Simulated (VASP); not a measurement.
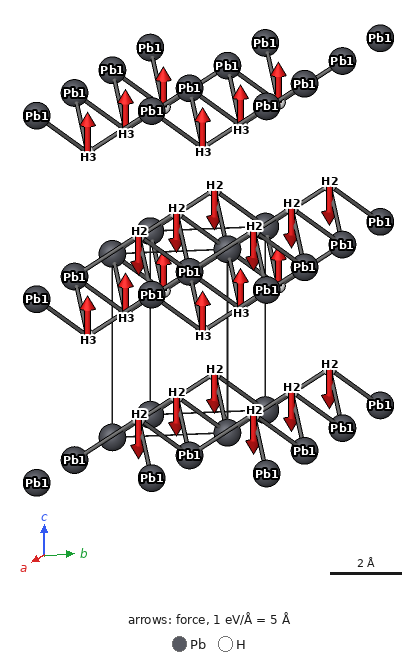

Starting geometry of crystalline H$_{2}$Pb (a generated structure, set up in P-3m1) with the computed forces as red arrows. The picture is a ball-and-stick view of the cell of the calculation, repeated 3 × 2 × 2 with one cell outlined, seen slightly off an axis.

The run lets cell and atoms move.

Computed with Kohn-Sham DFT of a periodic cell, PBE, VASP PAW PBE potentials, recommended in VASP 6.6.1.

Input file:
```
SYSTEM = H2Pb
  PREC = Accurate
  ENCUT = 600
  EDIFF = 1E-6
  ISMEAR = -1
  SIGMA = 0.05
  LREAL = .False.
  LASPH = .True.
  NELM = 100
  ALGO = Normal
  ISIF = 3
  LWAVE = .False.
  LCHARG = .False.
  GGA = PE
  IBRION = 2
  NSW = 100
  EDIFFG = -0.005
```

Command:
```bash
cat potpaw_PBE.64/Pb_d/POTCAR potpaw_PBE.64/H/POTCAR > POTCAR
mpirun -np 1 vasp_std > vasp.out
```

> Is this structure relaxed? If not, where do the atoms go?

It isn't relaxed: the largest force vector, on H atoms, is 0.24 eV/Å. The atoms end up moving mostly along the starting forces (cosine between the two patterns 1.00). The largest moves relative to the cell, 0.076 Å, are those of H2 and H3. H3 goes along +c. Pb stays in place. The drawn cell changes as follows: a = b 3.328 → 3.748 Å (+12.6 %), c 5.325 → 3.641 Å (−31.6 %); the volume changes by −13.3 %. Some distances before and after: Pb1–H2 2.338 → 2.319 Å. The space group stays P-3m1 (No. 164). The energy falls by 0.694 eV per cell of the calculation in 18 geometry steps. Largest force component: 0.24 eV/Å at the start, 0.001 eV/Å at the end. The pressure goes from 5.75 to 0.00 GPa. The volume changes by over a tenth within one run on a fixed set of plane waves, so the end point should be relaxed again from the new cell.

Limits of the set-up: layers or molecules are held without a dispersion correction, so their spacing is unreliable.
